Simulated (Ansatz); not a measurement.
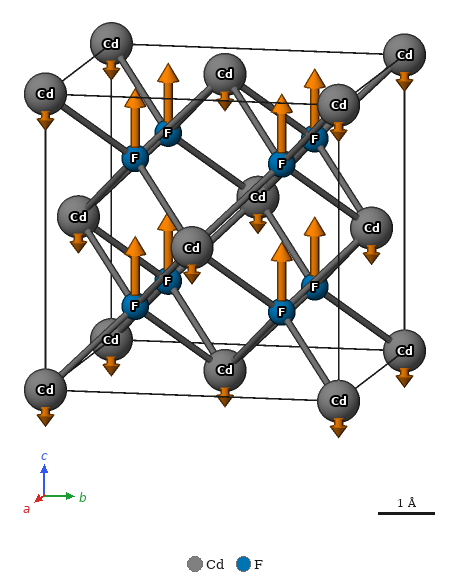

The lowest optical mode of solid CdF2 relaxed at −3 GPa, space group Fm-3m (No. 225), at the zone centre. The orange arrows give the relative displacements of the atoms. A ball-and-stick model of the conventional cell (4 times the calculation's cell), seen slightly off an axis. Lengths and directions refer to the drawn axes.

The calculation used DFT PBEsol, scalar-relativistic, plane waves, PAW (Ansatz). (plane-wave cutoff 420 eV; k-point mesh 8 × 8 × 8; occupations fixed; target pressure -3 GPa; no spin polarisation)

Frequencies are those without the non-analytic (LO–TO) term.

Question: Is the structure stable against all modes at this point?

Answer: Yes: this softest mode has a real frequency, and so have all others here. That speaks for this wave vector alone: the rest of the zone wasn't checked in this run. This is the T₁u mode (triply degenerate; one member of the set is drawn) at 195 cm⁻¹, the lowest optical level, infrared-active by symmetry. The F sublattice moves against the Cd sublattice, along c; the kinetic energy is shared as F 75 %, Cd 25 %. Its infrared intensity is 15 (D/Å)²/amu for the set. The value is the transverse one; the longitudinal partner lies at 359 cm⁻¹.
